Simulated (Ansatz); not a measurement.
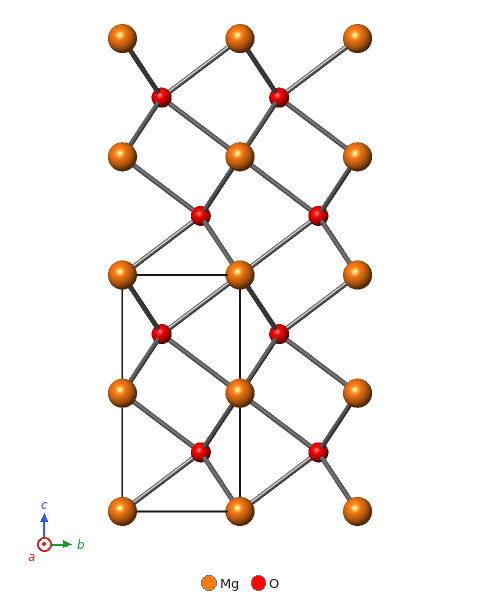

Projection along an edge of the hexagonal mesh, stacking direction c upwards. Every atom sits on one of the three columns of the mesh; call them A, B, C in the order in which they first turn up. The sequence starts with the first layer at or above the cell's origin.

System MgO; source of the atomic positions: the input geometry of an electronic-structure calculation (not necessarily at equilibrium); the starting structure was generated, so it need not be a known form of this composition.

Question: List the layers of one repeat.

Answer: Mg(A) – O(B) – Mg(A) – O(C) (four layers in 5.09 Å).

Question: How are the O layers alone stacked?

Answer: O layers alone: BC, the hexagonal close-packed type.

Question: Which positions between or in the O layers do the other atoms fill?

Answer: Mg: two octahedral sites, counted in one hexagonal cell.
